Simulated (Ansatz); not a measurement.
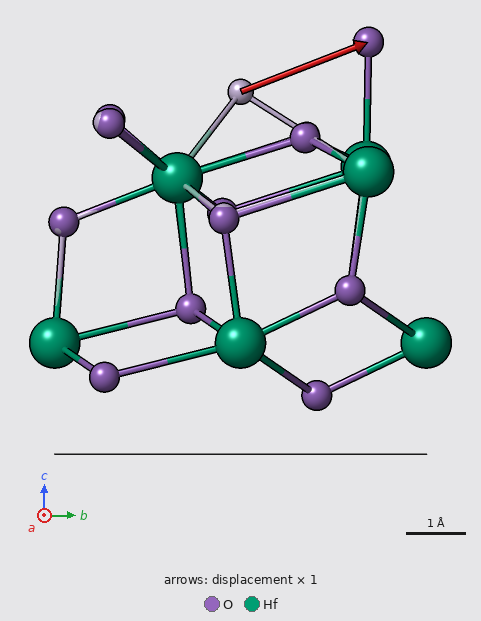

A constrained relaxation of a slab of composition Hf₈O₁₇ (cut from the P4_2/nmc phase). The starting structure is drawn faded, the final one solid; red arrows show the displacements, at their true length.

The picture is a ball-and-stick view of the cell of the calculation, outlined in the plane, without the vacuum (origin shifted), seen along the a axis.

Case: 1 O a cell, anchor, over a hollow O-Hf site. The slab is the (1 0 1) face of HfO2 with O on it. 12 atoms are held fixed.

Level of theory: DFT PBE+D3(BJ), scalar-relativistic, plane waves, PAW (Ansatz 0.2.0). Set-up: plane-wave cutoff 420 eV; k-point mesh 2 × 3 × 1; occupations gaussian; smearing width 0.05 eV; collinear spin; dipole correction; atoms relaxed in a fixed cell; force threshold 0.04 eV/Å; at most 100 steps.

> Which element moves most?

Oxygen: up to 2.34 Å, against 0.08 Å for hafnium.

> Describe the change and its energy.

The energy falls by 1.186 eV per cell of the calculation in 20 accepted moves (21 points after the start). Largest force component: 1.9 eV/Å at the start, 0.015 eV/Å at the end. The line search rejected the trial step at point 20 of the run. The atom that moves furthest is an O atom (2.34 Å at 69° to the normal (+c side)). Largest moves by element: O 2.34 Å, Hf 0.08 Å. The lattice vectors keep their values. Among the contacts that change: Hf–O 2.573 → 4.395 Å, Hf–O 2.515 → 2.118 Å, Hf–O 2.364 → 2.280 Å, Hf–O 2.053 → 2.130 Å. Bonds break: Hf–O (2.57 → 4.40 Å). Among the angles between lasting bonds that change: Hf–O–Hf 119.1° → 123.9°, Hf–O–Hf 110.8° → 114.7°.

Limits of the set-up: the periodic images lie only 6.3 Å apart, so the values are limited by the cell's size.
